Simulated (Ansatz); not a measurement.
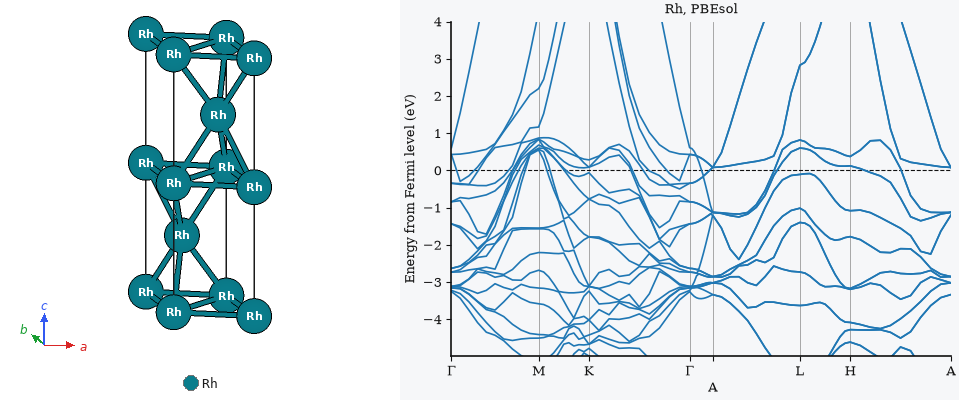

Describe the figure.

Band structure of Rh, space group P6_3/mmc (No. 194), 4 atoms in the cell (a = 2.692 Å, c = 8.798 Å (hexagonal axes)), beside the structure. Method: PBEsol, all-electron LAPW, no spin polarisation, no spin-orbit coupling, 11×11×3 k mesh, Fermi-Dirac smearing of 0.05 eV (Ansatz). Energies are counted from the Fermi level. The path runs straight from each named point to the next.

A metal: bands cross the Fermi level along this path. At M the nearest levels lie 1.55 eV below and 0.55 eV above the Fermi level.

The cell is at −6 GPa in this functional. This isn't the form of Rh at room conditions, which is fcc. Bands are joined in order of energy, so crossings between the computed points show as kinks or gaps.
